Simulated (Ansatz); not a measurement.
Start from this file.

```cif
data_structure
_symmetry_space_group_name_H-M 'P 1'
_symmetry_Int_Tables_number 1
_cell_length_a 2.8614
_cell_length_b 2.8614
_cell_length_c 4.8193
_cell_angle_alpha 90.000
_cell_angle_beta 90.000
_cell_angle_gamma 120.000
_cell_volume 34.17
loop_
_atom_site_label
_atom_site_type_symbol
_atom_site_fract_x
_atom_site_fract_y
_atom_site_fract_z
_atom_site_occupancy
Ir1 Ir 0.66667 0.33333 0.75000 1
Ir2 Ir 0.33333 0.66667 0.25000 1
```

What does this file describe?

The element is iridium. It belongs to space group P6_3/mmc (No. 194) and has a primitive hexagonal lattice. The arrangement is known as hexagonal close-packed (Mg type). The cell holds two atoms. Ir bonds to twelve Ir in an anticuboctahedral arrangement at 2.86 to 2.92 Å. The bonds build a three-dimensional framework.

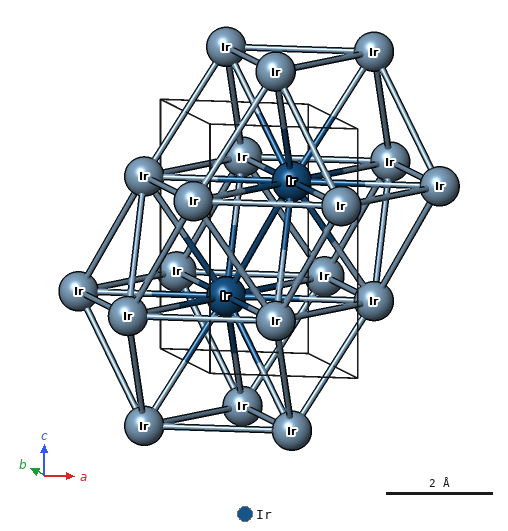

This ball-and-stick model is shown slightly off an axis. The conventional unit cell is drawn as a box. Neighbours across the faces are drawn wherever a bond reaches them, in fainter colours.

The initial geometry was a structure listed in the Materials Project. The cell was then strained or its atoms displaced on purpose. It was the input of a calculation with Ansatz.

At this level of theory the cell isn't at rest (stretched, at -36 GPa), so its distances can differ from those at equilibrium, the more so the softer the solid.
